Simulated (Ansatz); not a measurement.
## Geometry relaxation, with input and output: GaAs (part 3 of 3)

The same run, continued: GaAs (slab, 12 atoms in the cell); DFT PBEsol, scalar-relativistic, plane waves, PAW, no spin polarisation (Ansatz 0.2.0); cutoff 420 eV, 5×9×1 k-mesh, Gaussian smearing of 0.05 eV. The structure derives from an entry of the Crystallography Open Database. The input holds or restrains some coordinates. It belongs to a series of runs on one base structure; here: upper atoms moved at random (sigma 0.25 Å), then relaxed.

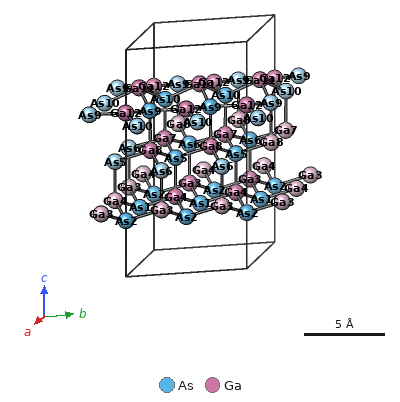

Figure 1. The geometry at step 7 of the log (ball-and-stick view of the 1 × 2 repeat of the cell, with the vacuum cut short, seen slightly off an axis; neighbours outside the cell are drawn fainter; atoms are numbered from 1 in the order of the input).

### Trajectory as extended XYZ, continued
```
12
Lattice="8.0020 0.0000 0.0000 -2.0005 3.4650 0.0000 0.0000 0.0000 22.3503" Properties=species:S:1:pos:R:3:forces:R:3 step=4 energy=-51337.19434
As    4.0010    0.0000    7.5000    0.0036  -0.0215   0.0315
As    0.0000    0.0000    7.5000    0.0009  -0.0205   0.0171
Ga    0.0000    2.3100    8.3167   -0.0129   0.0112  -0.2688
Ga    4.0010    2.3100    8.3167    0.0146   0.0148  -0.2408
As    3.9993    2.3196   10.8205    0.0058  -0.0058   0.0348
As   -0.0159    2.2956   10.8184   -0.0412   0.0249  -0.0056
Ga    2.0003    1.1562   11.5169   -0.0041  -0.0249  -0.2304
Ga    5.9798    1.1561   11.5918    0.0632  -0.0219  -0.0692
As    5.9520    0.9752   14.1209   -0.4375   0.3281   0.1268
As    2.0628    0.9847   13.9832    0.0680   0.0405   0.4136
Ga    3.9590   -0.2370   14.9213   -0.0508   0.0050   0.2260
Ga    0.0007   -0.0989   14.5375    0.3906  -0.3299  -0.0341
12
Lattice="8.0020 0.0000 0.0000 -2.0005 3.4650 0.0000 0.0000 0.0000 22.3503" Properties=species:S:1:pos:R:3:forces:R:3 step=5 energy=-51337.26532
As    4.0010    0.0000    7.5000    0.0047  -0.0176   0.0191
As    0.0000    0.0000    7.5000    0.0028  -0.0157   0.0066
Ga    0.0000    2.3100    8.3167   -0.0076   0.0078  -0.1722
Ga    4.0010    2.3100    8.3167    0.0052   0.0042  -0.1324
As    4.0105    2.2926   10.8319   -0.0060   0.0101   0.0069
As   -0.0018    2.2838   10.8322   -0.0295   0.0202   0.0358
Ga    2.0112    1.1398   11.5623    0.0099  -0.0192  -0.1386
Ga    5.9955    1.1309   11.6065    0.0336  -0.0293   0.0281
As    5.8974    0.9923   14.1631   -0.3102   0.2772   0.0863
As    2.0663    1.0645   14.0611    0.0010  -0.0079   0.2890
Ga    3.9073   -0.1888   15.1084   -0.0124   0.0277   0.0536
Ga   -0.0084   -0.0629   14.4946    0.3086  -0.2575  -0.0814
12
Lattice="8.0020 0.0000 0.0000 -2.0005 3.4650 0.0000 0.0000 0.0000 22.3503" Properties=species:S:1:pos:R:3:forces:R:3 step=6 energy=-51337.27866
As    4.0010    0.0000    7.5000   -0.0026  -0.0127   0.0326
As    0.0000    0.0000    7.5000    0.0022  -0.0074   0.0071
Ga    0.0000    2.3100    8.3167   -0.0074  -0.0055  -0.0340
Ga    4.0010    2.3100    8.3167    0.0044  -0.0024  -0.0200
As    4.0319    2.2811   10.8451   -0.0399  -0.0075  -0.0297
As   -0.0020    2.2717   10.8601    0.0367   0.0251   0.0258
Ga    2.0282    1.1331   11.5942    0.0421   0.0262  -0.0351
Ga    6.0029    1.1081   11.6653   -0.0644  -0.0257   0.0460
As    5.8295    1.0413   14.2391    0.0696   0.1437  -0.1201
As    2.0793    1.1733   14.1345   -0.0922  -0.0669   0.0405
Ga    3.8482   -0.1188   15.2801   -0.0154   0.0118  -0.0791
Ga   -0.0056   -0.0030   14.3439    0.0669  -0.0787   0.1662
12
Lattice="8.0020 0.0000 0.0000 -2.0005 3.4650 0.0000 0.0000 0.0000 22.3503" Properties=species:S:1:pos:R:3:forces:R:3 step=7 energy=-51337.29459
As    4.0010    0.0000    7.5000    0.0032  -0.0021   0.0304
As    0.0000    0.0000    7.5000    0.0059   0.0006   0.0103
Ga    0.0000    2.3100    8.3167   -0.0106  -0.0065  -0.0364
Ga    4.0010    2.3100    8.3167    0.0055   0.0021  -0.0708
As    4.0245    2.3073   10.8410   -0.0095   0.0049   0.0945
As   -0.0052    2.2952   10.8629    0.0008   0.0021   0.0447
Ga    2.0255    1.1575   11.5918   -0.0137  -0.0085  -0.0536
Ga    5.9941    1.1346   11.6724    0.0122   0.0060  -0.1208
As    5.8736    1.0668   14.2214    0.0195   0.0005   0.0556
As    2.0593    1.1917   14.1413   -0.0039  -0.0106   0.0340
Ga    3.8762   -0.0690   15.2125   -0.0154  -0.0125   0.0350
Ga    0.0166   -0.0070   14.4820    0.0059   0.0241  -0.0230
12
Lattice="8.0020 0.0000 0.0000 -2.0005 3.4650 0.0000 0.0000 0.0000 22.3503" Properties=species:S:1:pos:R:3:forces:R:3 step=8 energy=-51337.29646
As    4.0010    0.0000    7.5000    0.0009  -0.0014   0.0380
As    0.0000    0.0000    7.5000    0.0016  -0.0019   0.0211
Ga    0.0000    2.3100    8.3167   -0.0059  -0.0025  -0.0262
Ga    4.0010    2.3100    8.3167    0.0035   0.0019  -0.0342
As    4.0100    2.3095   10.8536   -0.0141  -0.0117  -0.0108
As   -0.0078    2.2983   10.8698    0.0070   0.0027  -0.0046
Ga    2.0146    1.1555   11.6053    0.0065   0.0078  -0.0125
Ga    5.9876    1.1408   11.6522    0.0065   0.0079   0.0643
As    5.8841    1.0830   14.2361    0.0034  -0.0009  -0.0520
As    2.0809    1.1928   14.1606   -0.0034  -0.0010   0.0239
Ga    3.8982   -0.0683   15.2364   -0.0096  -0.0034  -0.0061
Ga    0.0268    0.0113   14.4832    0.0038   0.0024  -0.0007
12
Lattice="8.0020 0.0000 0.0000 -2.0005 3.4650 0.0000 0.0000 0.0000 22.3503" Properties=species:S:1:pos:R:3:forces:R:3 step=9 energy=-51337.29698
As    4.0010    0.0000    7.5000    0.0008  -0.0004   0.0363
As    0.0000    0.0000    7.5000    0.0022   0.0001   0.0189
Ga    0.0000    2.3100    8.3167   -0.0066  -0.0033  -0.0236
Ga    4.0010    2.3100    8.3167    0.0038   0.0020  -0.0337
As    4.0117    2.3131   10.8523    0.0006   0.0003   0.0005
As   -0.0064    2.3028   10.8697   -0.0002  -0.0005   0.0000
Ga    2.0168    1.1608   11.6040    0.0011   0.0017  -0.0018
Ga    5.9894    1.1448   11.6573    0.0013   0.0007   0.0045
As    5.8826    1.0821   14.2271   -0.0071  -0.0038  -0.0020
As    2.0779    1.1947   14.1628   -0.0042  -0.0022   0.0011
Ga    3.8954   -0.0660   15.2354    0.0020   0.0016  -0.0002
Ga    0.0250    0.0100   14.4786    0.0063   0.0039   0.0002
12
Lattice="8.0020 0.0000 0.0000 -2.0005 3.4650 0.0000 0.0000 0.0000 22.3503" Properties=species:S:1:pos:R:3:forces:R:3 step=10 energy=-51337.29698
As    4.0010    0.0000    7.5000    0.0008  -0.0004   0.0363
As    0.0000    0.0000    7.5000    0.0022   0.0001   0.0189
Ga    0.0000    2.3100    8.3167   -0.0065  -0.0033  -0.0236
Ga    4.0010    2.3100    8.3167    0.0037   0.0020  -0.0337
As    4.0117    2.3131   10.8523    0.0005   0.0002   0.0007
As   -0.0064    2.3028   10.8697   -0.0001  -0.0004   0.0000
Ga    2.0168    1.1608   11.6040    0.0012   0.0018  -0.0018
Ga    5.9894    1.1448   11.6573    0.0012   0.0007   0.0046
As    5.8826    1.0821   14.2271   -0.0071  -0.0038  -0.0021
As    2.0779    1.1947   14.1628   -0.0041  -0.0021   0.0010
Ga    3.8954   -0.0660   15.2354    0.0020   0.0016  -0.0003
Ga    0.0250    0.0100   14.4786    0.0063   0.0038   0.0001
```

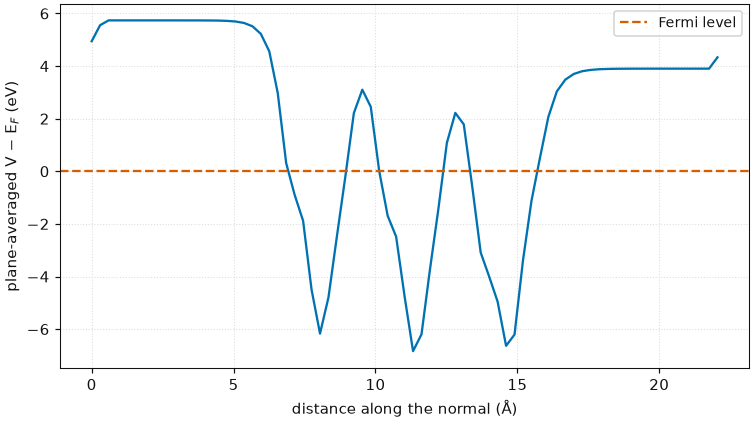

Figure 2. Plane average of the electrostatic potential energy of an electron across the cell, from the Fermi level. The vacuum level lies 3.90 eV above the Fermi level on the upper side and 5.74 eV on the lower.

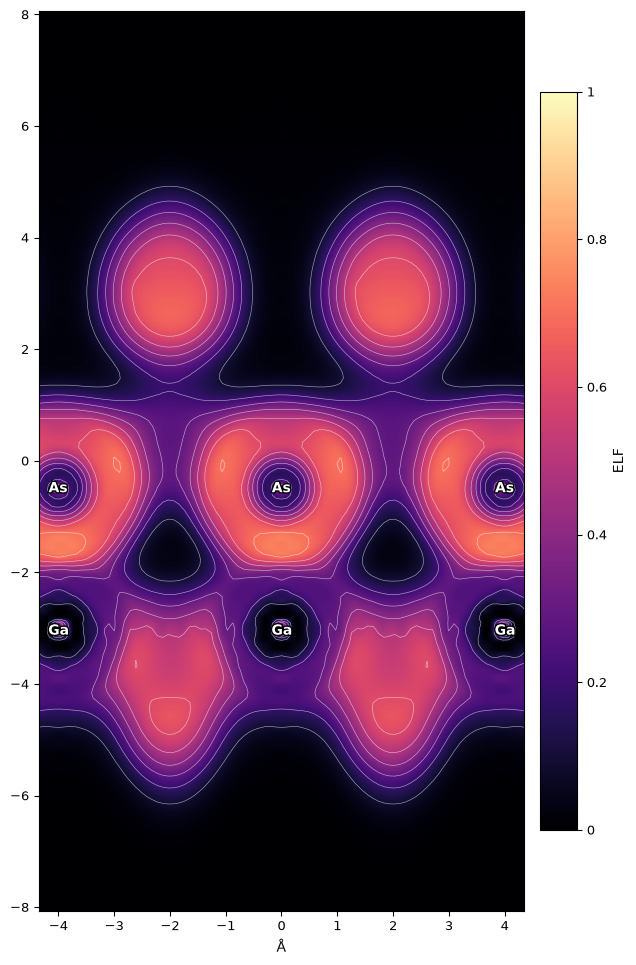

Figure 3. ELF on the (100) plane of the calculation cell, a cut from vacuum to vacuum. Atoms in the plane: Ga and As. Ga–As (2.55 Å): the ELF is about 0.65 at the midpoint. Core electrons are frozen (PAW), so the fields are smoothed inside the atomic spheres.

The run was set up as follows.

### The input
```yaml
crystal:
  lattice:
    - [8.0020093052, 0.0, 0.0]
    - [-2.0005023263, 3.4649716698, 0.0]
    - [0.0, 0.0, 22.350314893]
  atoms:
    - { symbol: As, position: [0.5, 0.0, 0.335565742] }
    - { symbol: As, position: [0.0, 0.0, 0.335565742] }
    - { symbol: Ga, position: [0.1666666667, 0.6666666667, 0.3721066882] }
    - { symbol: Ga, position: [0.6666666667, 0.6666666667, 0.3721066882] }
    - { symbol: As, position: [0.6576722054, 0.6679123893, 0.490500802] }
    - { symbol: As, position: [0.1638694571, 0.659461857, 0.4881321808] }
    - { symbol: Ga, position: [0.3373441685, 0.3372659796, 0.5207829781] }
    - { symbol: Ga, position: [0.8305612695, 0.3322382429, 0.5194644211] }
    - { symbol: As, position: [0.7759884041, 0.3174866058, 0.6232591781] }
    - { symbol: As, position: [0.3697348803, 0.3065177015, 0.6046351026] }
    - { symbol: Ga, position: [0.4791303466, -0.0772339136, 0.6590080307] }
    - { symbol: Ga, position: [-0.0073833325, -0.0770654212, 0.6577080353] }
basis:
  ecutwfc: 420
kpoints:
  mp_grid: { grid: [5, 9, 1] }
hamiltonian:
  xc: pbesol
scf:
  occupations: { method: gaussian, width: 0.05 }
output:
  forces: true
  eigenvalues: true
  write_density: true
  write_potential: true
  elf: true
  volumetric_format: npy
relax:
  adjacent_minimum: "off"
  f_tol: 0.02
  max_steps: 90
  constraints: [{ sites: [0, 1, 2, 3] }]
efield:
  axis: 3
  dipole_correction: true
  ramp_width: 0.04
```

Run as:
```bash
ansatz run input.yaml --threads 4 --pin off --max-ram 10240MiB --backend cpu --events-out ev --progress --plain --runs-dir out
```

### Key numbers

| quantity | value |
| --- | --- |
| outcome | converged under the restraints of the input |
| electrons treated | 168 |
| free energy | −51337.2970 eV |
| work function, top face | 3.90 eV |
| work function, bottom face | 5.74 eV |
| Fermi energy | 0.836 eV |
| gap on the k-point mesh | none (metallic) |
| final volume | 619.70 Å³ |
| work function (upper face) | 3.90 eV |
| largest force (length of the vector) at the end, held atoms and coordinates included | 0.036 eV/Å |
| hardware | 4 threads of Intel Xeon @ 2.50GHz (Skylake/Cascade Lake), 32 GiB of memory available, shared host |
| wall time | 6.9 min (CPU time 27 min) |
| peak memory | 2.4 GiB |

### Notes

The electronic state found may not be the lowest one. Notes on the run: the exchange-correlation potential is rough where the density is thin.
